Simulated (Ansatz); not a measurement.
Single-point calculation, with input and output: Al₃N₄ (part 2 of 2)

The same run, continued: Al₃N₄ (R-3m, 7 atoms in the cell); DFT PBE, scalar-relativistic, plane waves, PAW, spin-polarised (Ansatz 0.2.0); cutoff 420 eV, 6×6×6 k-mesh, Gaussian smearing of 0.1 eV, collinear spins. The structure was made by swapping elements on the sites of another compound; it need not be a known phase. It belongs to a series of runs on one base structure; here: anti-Sn4As3 type (R-3m, No. 166).

Geometry of the input (Å; fractional positions):
```
1.5588  0.9000  9.1621
-1.5588  0.9000  9.1621
0.0000  -1.7999  9.1621
Al 0.0000  0.0000  0.0000
Al 0.5714  0.5714  0.5714
Al 0.4286  0.4286  0.4286
N  0.8571  0.8571  0.8571
N  0.1429  0.1429  0.1429
N  0.7143  0.7143  0.7143
N  0.2857  0.2857  0.2857
```

Output, continued
```
SCF iter   1: F=—  HF=-3149.241393 eV  |F-HF|=—  |Δ(HF+E_count)|=         —  Δρ=7.59e-2 (↑3.26e-2 ↓7.59e-2)  dr2=1.41e1  dr2_m=8.86e-1  M=1.445 μB ∫|m|=1.734 μB  β_m=0.30  ethr=3.10e-3  ⟨swp⟩=6.4  Hψ=7862  notcnv=0  defer=3
preconditioner: auto → none  [metal: Δε(μ)=0.015 eV  Ē_g=11.988 eV  σ=0.100 eV  W_gap=0.08  n_scr=6 (ndim 8)  ℏωp=22.8 eV  f_vac=0.000  D(μ)=3.41/eV (n_scr^D=38)  sad-step TF]
SCF iter   2: F=—  HF=-3147.809010 eV  |F-HF|=—  |Δ(HF+E_count)|=    1.43e0  Δρ=4.43e-2 (↑2.22e-2 ↓4.43e-2)  dr2=5.19e0  dr2_m=4.63e-1  M=1.437 μB ∫|m|=1.668 μB  β_m=0.30  ethr=3.10e-3  ⟨swp⟩=2.1  Hψ=3272  notcnv=0  defer=230
SCF iter   3: F=—  HF=-3147.079461 eV  |F-HF|=—  |Δ(HF+E_count)|=   7.30e-1  Δρ=2.87e-2 (↑2.87e-2 ↓1.85e-2)  dr2=1.02e0  dr2_m=2.00e-1  M=1.626 μB ∫|m|=1.788 μB  β_m=0.30  ethr=3.10e-3  ⟨swp⟩=2.8  Hψ=3257  notcnv=0  defer=237
SCF iter   4: F=—  HF=-3147.056034 eV  |F-HF|=—  |Δ(HF+E_count)|=   2.34e-2  Δρ=1.75e-2 (↑1.75e-2 ↓1.64e-2)  dr2=4.80e-1  dr2_m=1.50e-1  M=1.411 μB ∫|m|=1.547 μB  β_m=0.30  ethr=3.10e-3  ⟨swp⟩=2.1  Hψ=2421  notcnv=0  defer=240
SCF iter   5: F=—  HF=-3147.022888 eV  |F-HF|=—  |Δ(HF+E_count)|=   3.31e-2  Δρ=1.21e-2 (↑1.21e-2 ↓9.33e-3)  dr2=2.50e-2  dr2_m=7.46e-2  M=1.438 μB ∫|m|=1.537 μB  β_m=0.30  ethr=1.66e-3  ⟨swp⟩=2.3  Hψ=2015  notcnv=0  defer=246
SCF iter   6: F=—  HF=-3147.043549 eV  |F-HF|=—  |Δ(HF+E_count)|=   2.07e-2  Δρ=8.57e-3 (↑8.57e-3 ↓8.06e-3)  dr2=2.58e-3  dr2_m=4.80e-2  M=1.379 μB ∫|m|=1.456 μB  β_m=0.30  ethr=8.63e-5  ⟨swp⟩=1.9  Hψ=2391  notcnv=0  defer=234
SCF iter   7: F=—  HF=-3147.057381 eV  |F-HF|=—  |Δ(HF+E_count)|=   1.38e-2  Δρ=6.58e-3 (↑6.58e-3 ↓6.58e-3)  dr2=1.49e-4  dr2_m=3.05e-2  M=1.340 μB ∫|m|=1.398 μB  β_m=0.30  ethr=8.88e-6  ⟨swp⟩=2.0  Hψ=2099  notcnv=0  defer=234
Mixer restart at iter 7: flushing history
spin-set hold released at iteration 7 (site moments contracting): the magnetisation degrees of freedom join the quasi-Newton model from the next iteration; the mixer history was flushed
SCF iter   8: F=—  HF=-3147.066248 eV  |F-HF|=—  |Δ(HF+E_count)|=   8.87e-3  Δρ=5.42e-3 (↑5.42e-3 ↓5.38e-3)  dr2=7.44e-5  dr2_m=2.06e-2  M=1.300 μB ∫|m|=1.344 μB  β_m=0.50  ethr=5.14e-7  ⟨swp⟩=2.0  Hψ=2245  notcnv=0  defer=234
SCF iter   9: F=—  HF=-3147.084609 eV  |F-HF|=—  |Δ(HF+E_count)|=   1.84e-2  Δρ=2.70e-3 (↑2.70e-3 ↓2.35e-3)  dr2=2.29e-3  dr2_m=4.42e-3  M=1.132 μB ∫|m|=1.145 μB  β_m=0.82  ethr=2.57e-7  ⟨swp⟩=3.0  Hψ=3070  notcnv=0  defer=234
SCF iter  10: F=—  HF=-3147.098142 eV  |F-HF|=—  |Δ(HF+E_count)|=   1.35e-2  Δρ=3.09e-3 (↑1.77e-3 ↓3.09e-3)  dr2=7.35e-2  dr2_m=5.40e-4  M=1.056 μB ∫|m|=1.061 μB  β_m=0.43  ethr=2.57e-7  ⟨swp⟩=3.4  Hψ=3511  notcnv=0  defer=234  recentre
SCF iter  11: F=—  HF=-3147.091187 eV  |F-HF|=—  |Δ(HF+E_count)|=   6.96e-3  Δρ=2.05e-3 (↑2.05e-3 ↓1.41e-3)  dr2=1.09e-3  dr2_m=2.05e-3  M=0.940 μB ∫|m|=0.946 μB  β_m=0.49  ethr=2.57e-7  ⟨swp⟩=3.1  Hψ=3546  notcnv=0  defer=236
SCF iter  12: F=—  HF=-3147.098517 eV  |F-HF|=—  |Δ(HF+E_count)|=   7.33e-3  Δρ=2.53e-3 (↑2.53e-3 ↓2.42e-3)  dr2=7.65e-4  dr2_m=3.97e-3  M=0.635 μB ∫|m|=0.640 μB  β_m=0.75  ethr=2.57e-7  ⟨swp⟩=3.0  Hψ=3070  notcnv=0  defer=236
SCF iter  13: F=—  HF=-3147.105571 eV  |F-HF|=—  |Δ(HF+E_count)|=   7.05e-3  Δρ=2.96e-3 (↑2.96e-3 ↓2.69e-3)  dr2=1.35e-3  dr2_m=5.03e-3  M=0.438 μB ∫|m|=0.443 μB  β_m=0.18  ethr=2.57e-7  ⟨swp⟩=3.0  Hψ=2807  notcnv=0  defer=236
SCF iter  14: F=—  HF=-3147.110481 eV  |F-HF|=—  |Δ(HF+E_count)|=   4.91e-3  Δρ=2.79e-3 (↑2.79e-3 ↓2.36e-3)  dr2=2.74e-4  dr2_m=4.64e-3  M=0.333 μB ∫|m|=0.339 μB  β_m=0.58  ethr=2.57e-7  ⟨swp⟩=3.2  Hψ=2908  notcnv=0  defer=236
SCF iter  15: F=—  HF=-3147.096603 eV  |F-HF|=—  |Δ(HF+E_count)|=   1.39e-2  Δρ=2.38e-3 (↑2.38e-3 ↓1.92e-3)  dr2=9.20e-4  dr2_m=3.20e-3  M=0.721 μB ∫|m|=0.726 μB  β_m=0.97  ethr=2.57e-7  ⟨swp⟩=3.0  Hψ=3209  notcnv=0  defer=236
SCF iter  16: F=—  HF=-3147.114438 eV  |F-HF|=—  |Δ(HF+E_count)|=   1.78e-2  Δρ=2.87e-3 (↑2.87e-3 ↓2.69e-3)  dr2=3.62e-3  dr2_m=4.23e-3  M=0.259 μB ∫|m|=0.263 μB  β_m=0.34  ethr=2.57e-7  ⟨swp⟩=3.1  Hψ=3616  notcnv=0  defer=234
SCF iter  17: F=—  HF=-3147.121222 eV  |F-HF|=—  |Δ(HF+E_count)|=   6.78e-3  Δρ=1.97e-3 (↑1.97e-3 ↓1.37e-3)  dr2=3.90e-3  dr2_m=1.37e-3  M=0.057 μB ∫|m|=0.064 μB  β_m=0.85  ethr=2.57e-7  ⟨swp⟩=3.1  Hψ=3323  notcnv=0  defer=215
SCF iter  18: F=—  HF=-3147.103420 eV  |F-HF|=—  |Δ(HF+E_count)|=   1.78e-2  Δρ=3.25e-3 (↑3.25e-3 ↓2.29e-3)  dr2=2.98e-3  dr2_m=5.29e-3  M=0.507 μB ∫|m|=0.514 μB  β_m=0.93  ethr=2.57e-7  ⟨swp⟩=3.6  Hψ=3701  notcnv=0  defer=215
SCF iter  19: F=—  HF=-3147.099064 eV  |F-HF|=—  |Δ(HF+E_count)|=   4.36e-3  Δρ=2.77e-3 (↑2.77e-3 ↓2.16e-3)  dr2=1.26e-3  dr2_m=4.20e-3  M=0.630 μB ∫|m|=0.636 μB  β_m=0.36  ethr=2.57e-7  ⟨swp⟩=2.3  Hψ=2819  notcnv=0  defer=215
SCF iter  20: F=—  HF=-3147.106863 eV  |F-HF|=—  |Δ(HF+E_count)|=   7.80e-3  Δρ=3.12e-3 (↑3.12e-3 ↓2.65e-3)  dr2=1.02e-3  dr2_m=5.73e-3  M=0.409 μB ∫|m|=0.416 μB  β_m=0.92  ethr=2.57e-7  ⟨swp⟩=3.1  Hψ=2853  notcnv=0  defer=215
SCF iter  21: F=—  HF=-3147.110838 eV  |F-HF|=—  |Δ(HF+E_count)|=   3.97e-3  Δρ=3.18e-3 (↑3.18e-3 ↓2.53e-3)  dr2=1.60e-3  dr2_m=5.31e-3  M=0.326 μB ∫|m|=0.333 μB  β_m=0.96  ethr=2.57e-7  ⟨swp⟩=2.6  Hψ=2430  notcnv=0  defer=215
SCF iter  22: F=—  HF=-3147.110692 eV  |F-HF|=—  |Δ(HF+E_count)|=   1.46e-4  Δρ=3.12e-3 (↑3.12e-3 ↓2.56e-3)  dr2=1.57e-3  dr2_m=5.21e-3  M=0.330 μB ∫|m|=0.336 μB  β_m=0.06  ethr=2.57e-7  ⟨swp⟩=2.1  Hψ=2158  notcnv=0  defer=215
SCF iter  23: F=—  HF=-3147.112680 eV  |F-HF|=—  |Δ(HF+E_count)|=   1.99e-3  Δρ=2.86e-3 (↑2.86e-3 ↓2.32e-3)  dr2=5.70e-4  dr2_m=4.51e-3  M=0.287 μB ∫|m|=0.293 μB  β_m=0.53  ethr=2.57e-7  ⟨swp⟩=2.2  Hψ=2280  notcnv=0  defer=215
SCF iter  24: F=—  HF=-3147.120716 eV  |F-HF|=—  |Δ(HF+E_count)|=   8.04e-3  Δρ=1.54e-3 (↑1.54e-3 ↓1.08e-3)  dr2=5.57e-4  dr2_m=1.06e-3  M=0.101 μB ∫|m|=0.105 μB  β_m=0.46  ethr=2.57e-7  ⟨swp⟩=3.0  Hψ=2996  notcnv=0  defer=215
SCF iter  25: F=—  HF=-3147.121803 eV  |F-HF|=—  |Δ(HF+E_count)|=   1.09e-3  Δρ=1.08e-3 (↑1.08e-3 ↓7.42e-4)  dr2=8.25e-4  dr2_m=3.27e-4  M=-0.065 μB ∫|m|=0.066 μB  β_m=0.48  ethr=2.57e-7  ⟨swp⟩=3.0  Hψ=3160  notcnv=0  defer=215
SCF iter  26: F=—  HF=-3147.122211 eV  |F-HF|=—  |Δ(HF+E_count)|=   4.09e-4  Δρ=3.10e-4 (↑3.10e-4 ↓2.37e-4)  dr2=3.28e-5  dr2_m=3.65e-5  M=-0.020 μB ∫|m|=0.021 μB  β_m=0.60  ethr=2.57e-7  ⟨swp⟩=2.1  Hψ=2551  notcnv=0  defer=211
SCF iter  27: F=—  HF=-3147.122272 eV  |F-HF|=—  |Δ(HF+E_count)|=   6.09e-5  Δρ=7.33e-5 (↑7.33e-5 ↓4.34e-5)  dr2=8.21e-6  dr2_m=2.00e-6  M=-0.004 μB ∫|m|=0.004 μB  β_m=0.54  ethr=1.13e-7  ⟨swp⟩=2.0  Hψ=2262  notcnv=0  defer=211
SCF iter  28: F=—  HF=-3147.122275 eV  |F-HF|=—  |Δ(HF+E_count)|=   2.75e-6  Δρ=3.40e-5 (↑3.07e-5 ↓3.40e-5)  dr2=2.88e-6  dr2_m=3.39e-7  M=0.001 μB ∫|m|=0.001 μB  β_m=0.53  ethr=2.83e-8  ⟨swp⟩=2.2  Hψ=2183  notcnv=0  defer=211
SCF iter  29: F=—  HF=-3147.122275 eV  |F-HF|=—  |Δ(HF+E_count)|=   8.18e-8  Δρ=1.53e-5 (↑1.53e-5 ↓1.47e-5)  dr2=3.77e-7  dr2_m=1.19e-7  M=0.000 μB ∫|m|=0.001 μB  β_m=0.63  ethr=9.95e-9  ⟨swp⟩=1.9  Hψ=1700  notcnv=0  defer=211
iter 30 did not close the SCF: its close was put off for a magnetic moment that had not settled (scf_convergence_deferred on its scf_iter line)
SCF iter  30: F=-3147.122275 eV  HF=-3147.122275 eV  |F-HF|=1.99e-8  |Δ(HF+E_count)|=   9.79e-8  Δρ=7.77e-6 (↑7.41e-6 ↓7.77e-6)  dr2=1.11e-8  dr2_m=3.56e-8  M=-0.000 μB ∫|m|=0.001 μB  β_m=0.81  ethr=3.45e-10  ⟨swp⟩=8.7  Hψ=8224  notcnv=0
iter 31 did not close the SCF: its close was put off for a magnetic moment that had not settled (scf_convergence_deferred on its scf_iter line)
SCF iter  31: F=-3147.122275 eV  HF=-3147.122275 eV  |F-HF|=8.99e-9  |Δ(HF+E_count)|=   5.07e-8  Δρ=3.55e-6 (↑3.55e-6 ↓7.26e-7)  dr2=1.25e-8  dr2_m=2.02e-9  M=0.000 μB ∫|m|=0.000 μB  β_m=0.72  ethr=3.82e-11  ⟨swp⟩=1.9  Hψ=4336  notcnv=0
iter 32 did not close the SCF: its close was put off for a magnetic moment that had not settled (scf_convergence_deferred on its scf_iter line)
SCF iter  32: F=-3147.122275 eV  HF=-3147.122275 eV  |F-HF|=1.27e-11  |Δ(HF+E_count)|=   1.48e-9  Δρ=1.10e-6 (↑1.02e-6 ↓1.10e-6)  dr2=6.56e-10  dr2_m=7.11e-10  M=0.000 μB ∫|m|=0.000 μB  β_m=0.80  ethr=3.82e-11  ⟨swp⟩=1.6  Hψ=3810  notcnv=0
iter 33 did not close the SCF: its close was put off for a magnetic moment that had not settled (scf_convergence_deferred on its scf_iter line)
SCF iter  33: F=-3147.122275 eV  HF=-3147.122275 eV  |F-HF|=1.55e-11  |Δ(HF+E_count)|=  7.40e-10  Δρ=5.30e-7 (↑5.30e-7 ↓3.83e-7)  dr2=1.35e-10  dr2_m=1.22e-10  M=0.000 μB ∫|m|=0.000 μB  β_m=0.88  ethr=2.26e-12  ⟨swp⟩=1.0  Hψ=4014  notcnv=0
SCF iter  34: F=-3147.122275 eV  HF=-3147.122275 eV  |F-HF|=5.09e-11  |Δ(HF+E_count)|=  1.54e-10  Δρ=1.30e-7 (↑1.02e-7 ↓1.30e-7)  dr2=6.03e-11  dr2_m=5.25e-12  M=0.000 μB ∫|m|=0.000 μB  ethr=1.00e-12  ⟨swp⟩=1.0  Hψ=4013  notcnv=0
WARN: the starting moments were not kept: the SCF closed with an absolute magnetisation of 2.7e-6 μB, where they sum to 4 μB in size (4 sites). That is at most 0.1 of that sum. Measured as dr2_m measures the in/out step, that magnetisation stands 3.6e-12 eV from none, at or under the dr2_threshold of 1.0e-7 eV: it is no larger than a step whose dr2_m would equal this threshold. The system may hold no moment; this SCF shows only that its start led to no more than that. To try another start: raise the starting moments (crystal.atoms[].spin, magnetization.per_species, magnetization.initial_magnetization, or on a non-collinear deck that types none of these the spinor_matrix: blocks that start its atoms; where the total moment is fixed, keep their sum and leave initial_magnetization as it is; typed ones take the place of any that the run laid by itself, positive ones on a crystal's lanthanoids without a Hubbard term where scf.initial_density.shell_occupations: [] is typed) or, if the notice of its spin-set hold's release reads "site moments contracting" or "site moments show no strong build", lengthen the hold (scf.mixing.spin_hold: { on: { confirm: 4 } }; for m-r²SCAN on two components see the key's manual first). Each may lead to a state that holds a moment. A second SCF, from the converged charge density, with the starting moments and any scf.initial_density.shell_occupations laid on it anew, would have followed, and was not run: the deck does not ask for one (magnetization.retry_lost_moments is false, the default). To let it run, set magnetization.retry_lost_moments: true and run the deck again, where that key's refused combinations let it; where memory then withholds it, that run's warning says so.
SCF 1 converged in 34 iterations: F = -3147.122275 eV  dr2 = 6.03e-11
  greatest PAW one-centre occupation: 0.824 electrons in one spin orbital (limit 2), on the N atom at site 4 (counted from 0), in its partial waves of l = 0
```

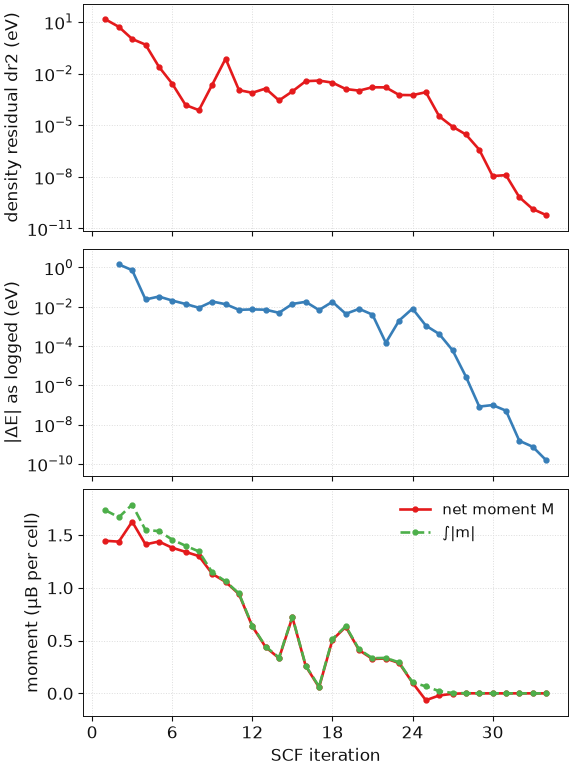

Figure 1. Convergence of the self-consistent field: density residual dr2, size of the energy change and magnetic moment against the SCF iteration. The residual falls unevenly and jumps up by a factor of two or more 4 times on the way down. The net moment goes from 1.4 to 0.0 μB per cell, and ∫|m| falls to zero.

```
SCF converged after 34 iterations
Magnetization: 0.0000 μB (14.5000 up, 14.5000 down)
Absolute magnetization: 0.0000 μB (∫|ρ↑−ρ↓|, with the PAW one-centre terms)
Spin contamination: 0.0000 ħ² per cell (⟨S²⟩ above its minimum at these occupations)
Per-site moments (μB) at R_I (Å): [(1.8774561567771406e-8, 0.9181108147123537), (3.6418977461639785e-8, 0.9181108147123537), (3.641897745712236e-8, 0.9181108147123533), (3.045297322922792e-7, 0.9174443168998792), (3.0452973224611916e-7, 0.9174443168998792), (2.949781695406041e-8, 0.9181108147123533), (2.949781691198113e-8, 0.9181108147123537)]
Free energy (F): -3147.122275 eV
Harris-Foulkes:  -3147.122275 eV  (|F-HF|=5.09e-11)
Internal energy: -3147.111422 eV  (E = F + TS)
E sigma→0 (E₀):  -3147.116849 eV
Entropy (-TS):   -0.010853 eV (-1.550 meV/atom)
Fermi energy:    7.596763 eV
--- Per-component energies (eV) ---
  E_band       = 40.112468
  E_kinetic    = 565.959578
  E_local      = -788.100067  (includes V_loc(G=0)·N_el)
  E_nonlocal   = 208.143967
  E_hartree    = 259.533460
  E_xc         = -353.289850
  E_vxc        = -384.420765  (∫ρ·V_xc dr)
  E_paw        = -1904.816370  (= ΣΔE_a)
  E_vpaw       = -80.537476  (= ΣTr[D̂ρ^β])
  E_aug_tail   = 0.000341  (compensation charges beyond the density's cutoff)
  E_ewald      = -1134.542482
  E_smearing   = -0.010853  (= −TS)
  E_closure    = 0.000000  (closes the sum)
  Σ components = -3147.122275   (vs F -3147.122275, Δ=0.00e0)
--- Forces (eV/Å), atoms counted from 1 ---
  atom   1  Al    -0.00000000    -0.00000000     0.00000000
  atom   2  Al     0.00000000    -0.00000000    -0.21132384
  atom   3  Al     0.00000000     0.00000000     0.21132384
  atom   4  N      0.00000000     0.00000000     2.08223585
  atom   5  N      0.00000000    -0.00000000    -2.08223585
  atom   6  N      0.00000000    -0.00000000    -0.22777654
  atom   7  N      0.00000000     0.00000000     0.22777654
  max |Σ_I F_I| component: 3.33e-16 eV/Å
--- Stress (GPa, compression-positive) ---
      -28.090517       0.000000       0.000000
        0.000000     -28.090517      -0.000000
        0.000000      -0.000000     -38.174773
  P = ⅓ Tr σ = -31.4519 GPa (-314.519 kbar)
--- Band table (eV; the first three rows and the last of 64) ---
  k-point 0 ↑: bands = ["-8.5590", "-7.6602", "-7.2762", "-4.7140", "0.5937", "3.6592", "4.6296", "6.1778", "6.1778", "6.4859", "6.4859", "6.6206", "6.6206", "7.6329", "7.9539", "7.9539", "9.8593", "11.3591", "13.1302", "14.4001", "15.9076", "16.4776", "16.4776", "17.3002"]
  k-point 1 ↑: bands = ["-8.1843", "-7.3606", "-6.9508", "-4.6250", "1.0250", "3.1310", "3.9967", "4.6538", "5.6097", "5.7426", "5.7569", "5.9719", "6.4839", "6.9555", "8.0391", "8.1193", "11.1861", "12.2962", "13.5654", "14.1312", "15.0057", "15.6762", "15.9877", "16.5942"]
  k-point 2 ↑: bands = ["-7.1814", "-6.5959", "-6.2020", "-4.6399", "1.5353", "1.7483", "2.4782", "2.8683", "4.2773", "5.1221", "5.1285", "5.2795", "6.0660", "6.7684", "7.7564", "7.9980", "10.8921", "11.9661", "13.3351", "13.7792", "14.2748", "15.3473", "15.6619", "16.5537"]
  k-point 31 ↓: bands = ["-8.3387", "-8.1979", "-6.8173", "-4.9289", "1.1605", "2.4384", "6.2127", "6.2547", "6.2547", "6.3244", "6.3244", "6.5164", "6.7116", "6.7116", "7.9471", "7.9471", "10.3382", "11.2501", "12.8577", "14.5848", "15.7607", "16.3821", "16.3821", "17.4476"]
--- Löwdin populations: 7 sites ---
  site symbol       q [e]    m [muB]
     0     Al      2.0374     0.0000
     1     Al      2.0779     0.0000
     2     Al      2.0779     0.0000
     3      N      5.4076     0.0000
     4      N      5.4076     0.0000
     5      N      5.8905     0.0000
     6      N      5.8905     0.0000
  spilling = 0.007262 (of n_electrons = 29.000000)
```

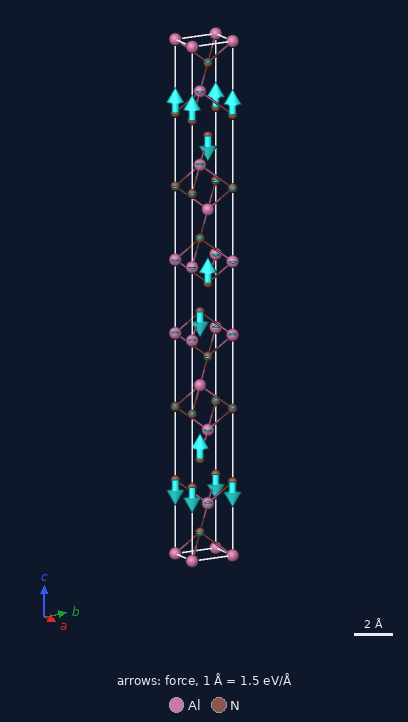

Figure 2. Forces on the atoms as teal arrows (ball-and-stick view of the cell 3 times as large as that of the calculation, set on its symmetry axes, seen slightly off an axis). The largest act on N4, N5 (2.08 eV/Å). Atoms are counted from 1 in the order of the input and aren't labelled in the picture. The geometry is not a stationary point of this energy.

Results in brief

```tsv
quantity	value
outcome	converged
space group (tolerance 0.01 Å)	R-3m (166)
electrons treated	29
free energy	−3147.1223 eV
Fermi energy	7.597 eV
gap on the k-point mesh	none (metallic)
net moment of the cell	0.00 μB
integrated absolute moment	0.00 μB
pressure	−31.45 GPa
largest force (length of the vector)	2.082 eV/Å
wall time	22 s
peak memory	0.37 GiB
```

Remarks

The program warns: some starting moments were not kept. The cell is under a tension of 31 GPa at this level, so it is not at its equilibrium volume.
